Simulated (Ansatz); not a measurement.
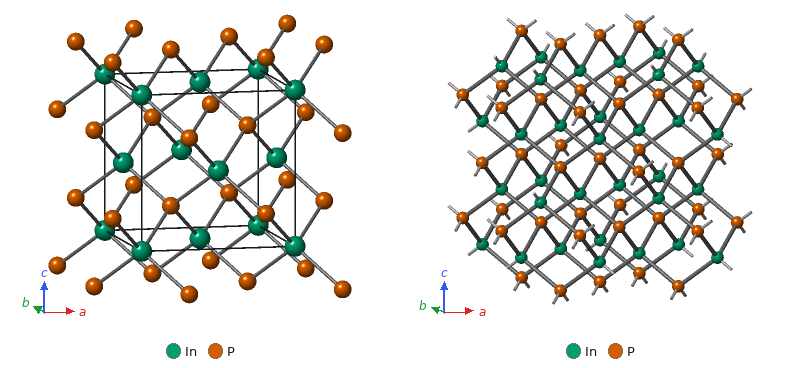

Left: the structure. Right: its underlying net. Nodes are coloured by element. Short stubs are edges that leave the cut-out.

The compound is InP (space group F-43m, No. 216), taken as the end point of a relaxation with DFT PBEsol, scalar-relativistic, plane waves, PAW in Ansatz.

Bonds are taken as In–P below 2.9 Å; no other contact counts. The graph is simplified in the usual way: terminal and isolated atoms are pruned, two-connected atoms become edges.

The result is a uninodal 4-connected, three-periodic net: In and P are 4-connected nodes. It is the dia net, known from diamond, zinc blende and cristobalite. It is a single net, without interpenetration.

| node | links | point symbol | coordination sequence |
| --- | --- | --- | --- |
| In and P | 4 | 6⁶ | 4 12 24 42 64 92 124 162 |
